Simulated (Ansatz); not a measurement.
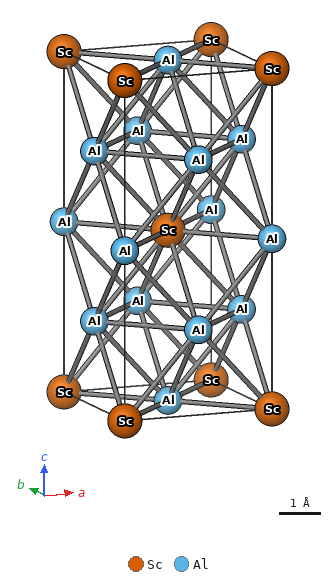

Phonons of a crystal of ScAl₃ relaxed at 8 GPa, at the zone centre. Style: ball-and-stick. Shown: the conventional cell (2 times the calculation's cell), slightly off an axis. Lengths and directions refer to the drawn axes.

The calculation used DFT PBE, scalar-relativistic, plane waves, PAW (Ansatz 0.2.0). (plane-wave cutoff 420 eV; k-point mesh 16 × 16 × 16; occupations fermi dirac; smearing width 0.15 eV; target pressure 8 GPa; no spin polarisation)

The frequencies depend somewhat on the k-mesh and the smearing.

**Which optical modes does it have, at what frequencies, and is it stable there?**

The calculation's cell holds 4 atoms, so there are 9 optical modes, in 6 levels. The optical modes span 2A₂u + 2E_u + B₁g + E_g. No level is unstable.

```
level  symmetry  frequency (cm⁻¹)         activity
    1       A₂u               169  infrared-active
    2       E_u               240  infrared-active
    3       B₁g               270     Raman-active
    4       E_g               303     Raman-active
    5       A₂u               340  infrared-active
    6       E_u               354  infrared-active
```

The crystal is a metal, so free carriers screen the infrared response.

The displacement patterns (one member of each degenerate set):

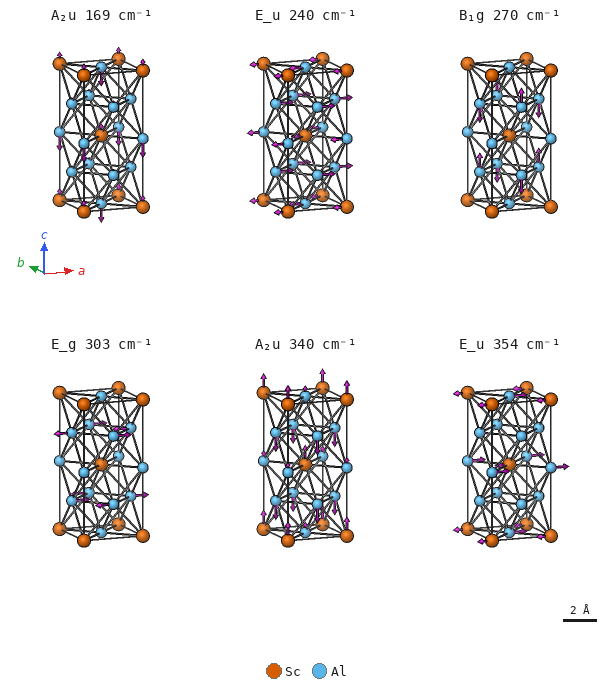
